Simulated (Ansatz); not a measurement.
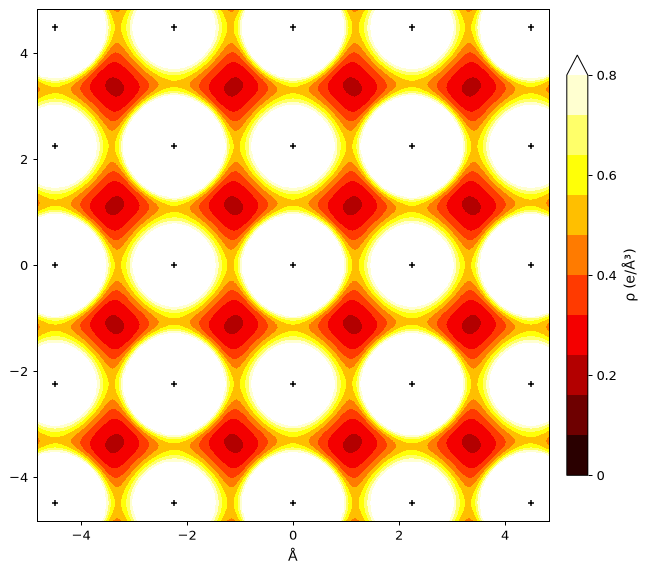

The valence electron density on a plane through atoms (crosses mark nuclei in the plane).

The calculation used DFT PBE, scalar-relativistic, plane waves, PAW (Ansatz 0.2.0).

Candidates:
A. NbC, a = 4.49 Å, b = 4.49 Å, c = 4.49 Å, α = 90.00°, β = 90.00°, γ = 90.00°. Space group Fm-3m; a structure from a database of computed crystals, not necessarily the ambient phase; computed without spin polarisation.
B. HfN, a = 4.55 Å, b = 4.55 Å, c = 4.55 Å, α = 90.00°, β = 90.00°, γ = 90.00°. Space group Fm-3m; a structure from a database of computed crystals, not necessarily the ambient phase; computed without spin polarisation.
C. HfC, a = 4.65 Å, b = 4.65 Å, c = 4.65 Å, α = 90.00°, β = 90.00°, γ = 90.00°. Space group Fm-3m; a structure from a database of computed crystals, not necessarily the ambient phase.

Which system is this?

Answer. Candidate A: NbC on the (010) plane of the conventional cell, which holds Nb and C. Nb–C (2.24 Å): ρ is about 0.55 e/Å³ halfway.
